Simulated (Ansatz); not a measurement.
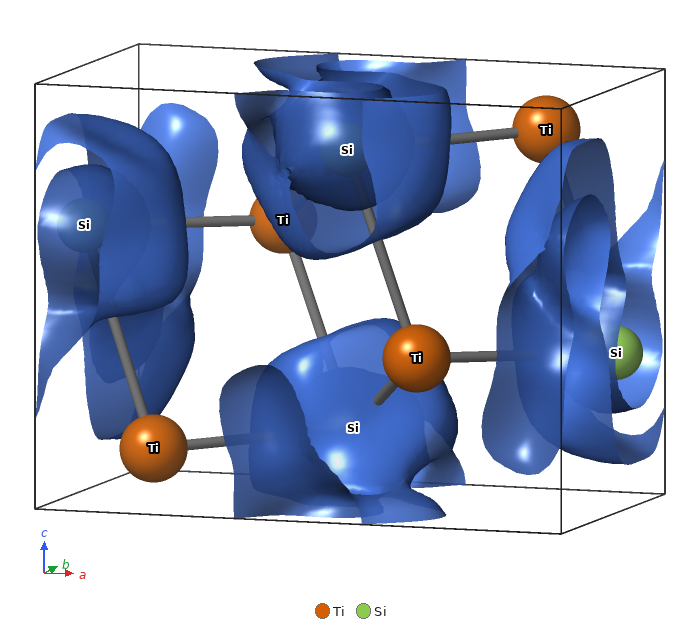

The picture shows: TiSi. Isosurface of the ELF at 0.65 (blue), seen slightly off an axis. Only the valence region is drawn (cores and ρ < 0.01 e/Å³ removed). Sticks mark near contacts.

Space group Pnma; a structure from a database of computed crystals, not necessarily the ambient phase; computed without spin polarisation.

Theory: DFT PBEsol, scalar-relativistic, plane waves, PAW (Ansatz 0.2.0).

In a PAW calculation such maps are meaningful between the atoms, not at the nuclei.

Question: Identify the bonds, lone pairs and shells in this picture.

Answer: The ELF exceeds this value in channels that run through the cell in one direction, counted in one cell of 8 atoms. Regions shared between cells count once.

Values along the shortest contacts:
Si–Si (2.39 Å): the ELF peaks at about 0.75 between the atoms. Ti–Si (2.54 Å): the ELF peaks at about 0.75 in the valence shell of Si, 0.9 Å from its nucleus, and is about 0.35 at the midpoint.

Question: Metal or insulator at this level of theory?

Answer: It is gapless in this calculation (a metal or semimetal).
